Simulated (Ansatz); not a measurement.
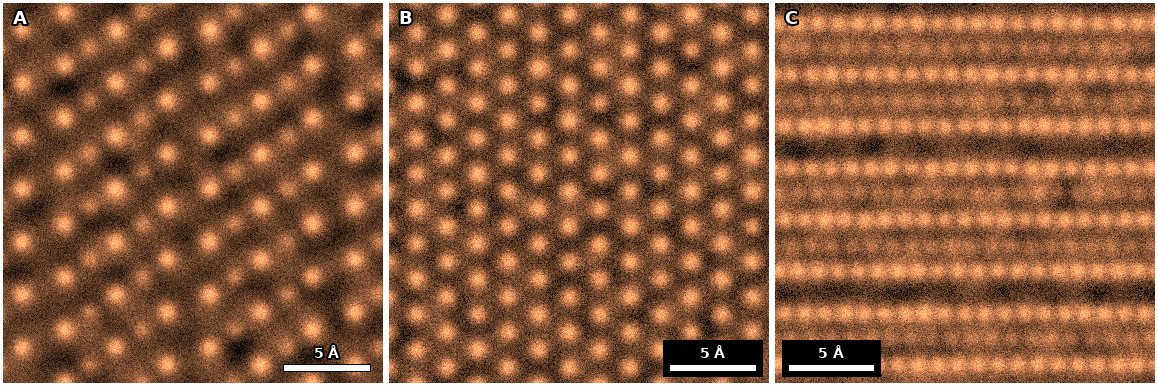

Three views of Zr₃S₂ (R-3m, No. 166) along different zone axes. Simulated as the projected potential of neutral atoms (B = 0.8 Å²) blurred by a 0.57 Å probe, the thin-sample limit of integrated differential phase contrast. The display is stretched by a gamma of 0.65; percentages refer to the linear signal. Shot noise and the speckle of an amorphous layer were added. Model: the end point of a relaxation with DFT PBE, scalar-relativistic, plane waves, PAW in Ansatz; the starting structure was generated, so it need not be a known form of this composition.

```
Zr S
1.0
     3.61371    0.00000    0.00000
    -1.80686    3.12957    0.00000
     0.00000    0.00000   25.75623
Zr S
9 6
Direct
  0.00000 0.00000 0.00000
  0.33333 0.66667 0.88227
  0.00000 0.00000 0.78440
  0.66667 0.33333 0.33333
  0.00000 0.00000 0.21560
  0.66667 0.33333 0.11773
  0.33333 0.66667 0.66667
  0.66667 0.33333 0.54894
  0.33333 0.66667 0.45106
  0.66667 0.33333 0.72754
  0.66667 0.33333 0.93913
  0.33333 0.66667 0.06087
  0.33333 0.66667 0.27246
  0.00000 0.00000 0.39421
  0.00000 0.00000 0.60579
```

Q: Match the panels to the zone axes [001], [100] and [310].

A is [100]: projected cell 3.13 × 8.65 Å, 97°, plane group p2. B is [001]: projected cell 2.09 × 2.09 Å, 120°, plane group p6mm. C is [310]: projected cell 1.18 × 8.59 Å, 93°, plane group p2.
